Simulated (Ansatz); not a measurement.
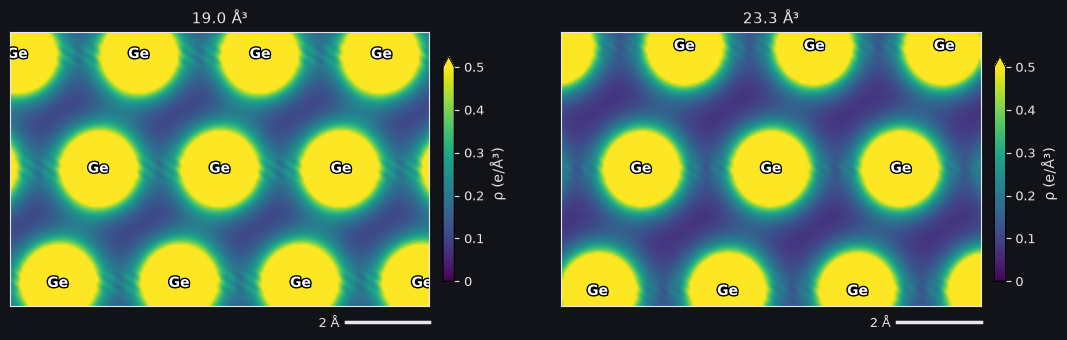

Ge. The valence pseudo-density of cells scaled evenly to different volumes (given per atom above each panel), on the (11̄0) plane of each (indices in the axes of the cell below), at one length scale and on one colour scale.

A generated structure, not necessarily the stable one.

Method: Ansatz, DFT, BLYP, plane waves (420 eV) with PAW, scalar-relativistic.

The density is the valence pseudo-density of a PAW calculation; it isn't the true density close to the nuclei.

The largest cell:

```
Ge
1.0
    -1.79848    1.79848    1.79848
     1.79848   -1.79848    1.79848
     1.79848    1.79848   -1.79848
Ge
1
Direct
  0.00000 0.00000 0.00000
```

| volume (Å³/atom) | Ge–Ge contact in the plane (Å) | ρ at its midpoint (e/Å³) | 
| --- | --- | --- |
| 18.96 | 2.910 | 0.222 | 
| 21.55 | 3.036 | ? | 
| 23.27 | 3.115 | 0.125 | 

> What values belong in the row with question marks?

Over the known rows ln ρ falls by 2.80 per Å of Ge–Ge distance (the line through the two), which gives 0.156 e/Å³ at 3.036 Å; the calculation gives 0.151 e/Å³.
